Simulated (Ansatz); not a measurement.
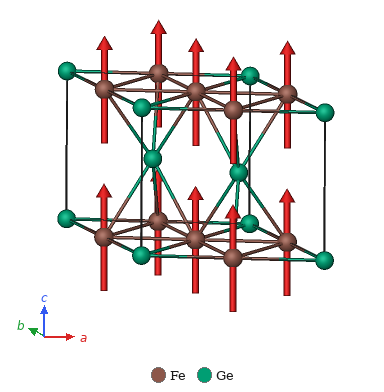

A ball-and-stick rendering, viewed slightly off an axis. The edges of the simulation cell are marked. Arrows are the site magnetic moments above 0.25 μB; longer means larger, and red and blue are up and down (without spin-orbit coupling the axis itself is arbitrary).

This is the state reached for FeGe. Theory: Ansatz 0.2.0, DFT r2SCAN, scalar-relativistic, plane waves, PAW. Numerical settings: an energy cutoff of 500 eV, the zone sampled with 8×8×8 points, Gaussian smearing of 0.05 eV, collinear spins.

### How are the moments ordered?

Ferromagnetic (within this cell). Site moments: 3 Fe +2.4 μB. The net spin moment of the whole cell is 6.9 μB, including what lies between the atoms and on sites without an arrow.

The model was built from a structure listed in the Materials Project. The cell was then strained or its atoms displaced on purpose. It was the input of a calculation with Ansatz.
